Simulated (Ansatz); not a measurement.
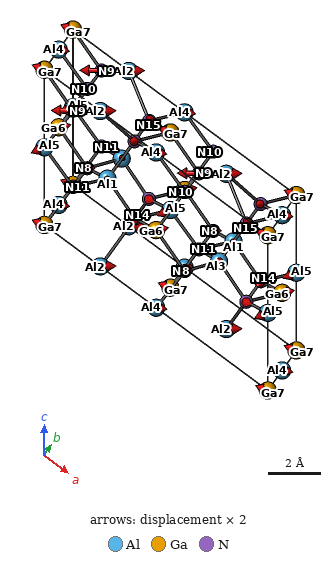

A relaxation of a defect cell of composition Al$_{5}$Ga$_{2}$N$_{8}$ (started half-way along a vacancy jump, in the symmetry of that start). The starting structure is drawn; red arrows show the displacements, 2 times their true length.

The picture is a ball-and-stick view of the conventional cell (2 times the calculation's cell), seen slightly off an axis. Lengths and directions refer to the drawn axes.

The calculation used DFT PBEsol, scalar-relativistic, plane waves, PAW (Ansatz).

Input
```yaml
crystal:
  lattice:
    - [-4.4069948372, 4.4069948372, 0.0]
    - [0.0, 4.4069948372, -4.4069948372]
    - [-4.4069948372, 0.0, -4.4069948372]
  atoms:
    - { symbol: Al, position: [0.5, 0.0, 0.0] }
    - { symbol: Al, position: [0.25, 0.5, 0.25] }
    - { symbol: Al, position: [0.0, 0.0, 0.5] }
    - { symbol: Al, position: [0.5, 0.0, 0.5] }
    - { symbol: Al, position: [0.0, 0.5, 0.0] }
    - { symbol: Ga, position: [0.5, 0.5, 0.5] }
    - { symbol: Ga, position: [0.0, 0.0, 0.0] }
    - { symbol: "N", position: [0.6276461415, 0.1170615756, 0.6276461415] }
    - { symbol: "N", position: [0.1276461415, 0.6170615756, 0.1276461415] }
    - { symbol: "N", position: [0.6276461415, 0.6276461415, 0.6276461415] }
    - { symbol: "N", position: [0.1276461415, 0.1276461415, 0.1276461415] }
    - { symbol: "N", position: [0.1170615756, 0.6276461415, 0.6276461415] }
    - { symbol: "N", position: [0.6170615756, 0.1276461415, 0.1276461415] }
    - { symbol: "N", position: [0.6276461415, 0.6276461415, 0.1170615756] }
    - { symbol: "N", position: [0.1276461415, 0.1276461415, 0.6170615756] }
basis:
  ecutwfc: 420
kpoints:
  mp_grid: { grid: [4, 4, 4] }
hamiltonian:
  xc: pbesol
scf:
  occupations: { method: gaussian, width: 0.05 }
output:
  forces: true
  stress: true
  eigenvalues: true
relax:
  adjacent_minimum: "off"
  f_tol: 0.02
  max_steps: 60
  escape_saddle: false
```

Run as
```bash
ansatz run input.yaml --threads 4 --pin off --max-ram 9216MiB --backend cpu --events-out ev --progress --plain --runs-dir out
```

### Which element moves most?

Nitrogen: up to 0.44 Å, against 0.33 Å for aluminium.

### What happened in the run?

The energy falls by 22.407 eV per cell of the calculation in 7 geometry steps. The largest force component goes from 110 to 0.016 eV/Å. The largest move is that of N9, 0.44 Å along [−1 0 −1]. By element the largest moves are N 0.44 Å, Al 0.33 Å, Ga 0.27 Å. The lattice vectors keep their values. Among the contacts that change: Al2–N9 1.079 → 1.851 Å, Al2–N12 2.474 → 2.142 Å, Al2–N13 2.432 → 2.173 Å, Ga6–N10 1.949 → 1.861 Å. Among the angles between lasting bonds that change: N12–Ga6–N14 109.5° → 88.7°, N13–Ga7–N15 109.5° → 127.8°, N12–Al5–N14 107.2° → 125.4°.

Limits of the set-up: the cell has an odd number of electrons but was run without spin polarisation; the periodic images lie only 6.2 Å apart, so the values are limited by the cell's size.
